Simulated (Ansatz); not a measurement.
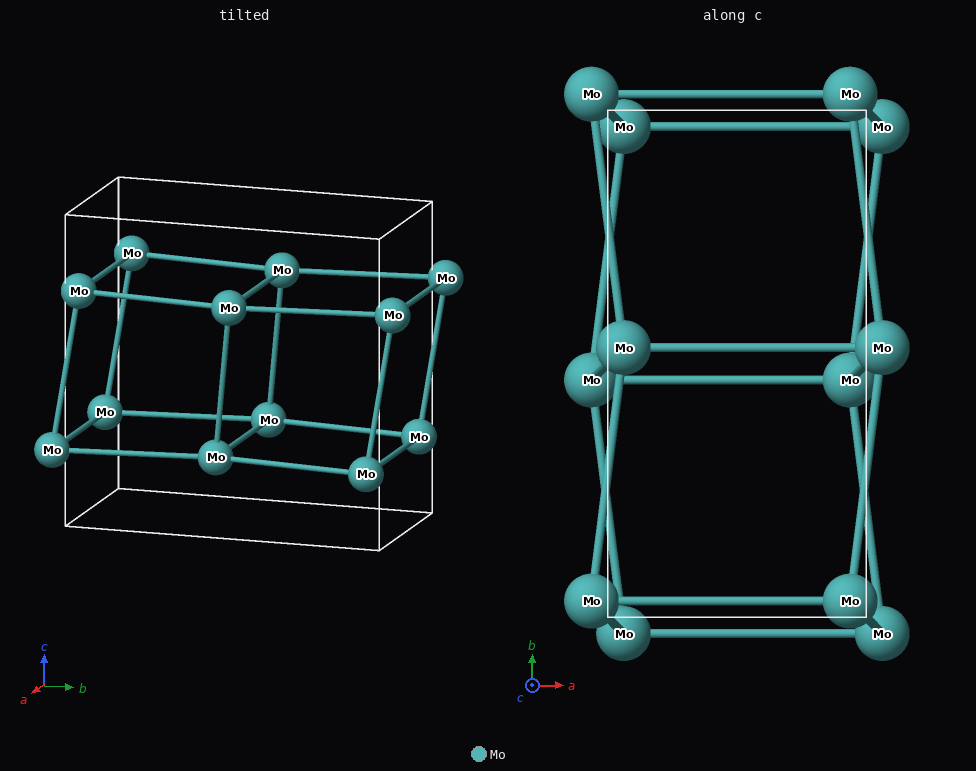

The figure gives a ball-and-stick picture of the atoms, viewed slightly off an axis and along the c axis. Atoms at the boundary of the conventional unit cell (the box) are drawn once for each face, edge or corner they touch. Cell: a = 3.82 Å, b = 7.50 Å, c = 7.27 Å, α = 90.00°, β = 90.00°, γ = 90.00°.

What is drawn is a generated cell, made by putting these elements into a known structure type (the compound may or may not exist in this form); it hasn't been relaxed. It went into a calculation with Ansatz.

**Give a description of the structure.**

The element is molybdenum. Its lattice is primitive orthorhombic, its space group Pbcm (No. 57). The cell holds four atoms. Neighbours within bonding distance: Mo 6.

The calculation used Ansatz 0.2.0, DFT, PAW plane waves, PBE, with a basis cut at 420 eV, k-points about 0.28 Å⁻¹ apart, Fermi-Dirac smearing of 0.1 eV, collinear spins.

**Which atoms carry magnetic moments in this run, and how do they order?**

The state reached is antiferromagnetic. Sizes: Mo 4.2 μB; net moment 0.0 μB in the run's cell of 4 atoms.

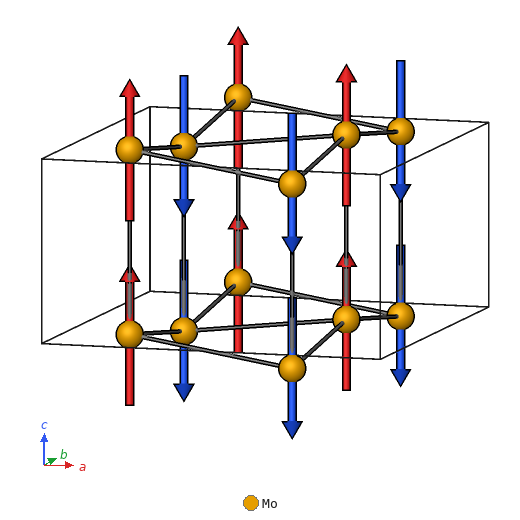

Site moments above 0.25 μB as arrows, small induced ones on non-metal atoms left out (red along the largest or up, blue against, purple across). The run's cell of 4 atoms is drawn, so axes and origin can differ from the first picture.

**Is the electronic structure metallic or gapped?**

A metal: bands cross the Fermi level.

**Does this geometry sit at a stationary point of the energy?**

No. The largest force is 0.09 eV/Å, on Mo. The pressure is -7.8 GPa, so the cell would contract.
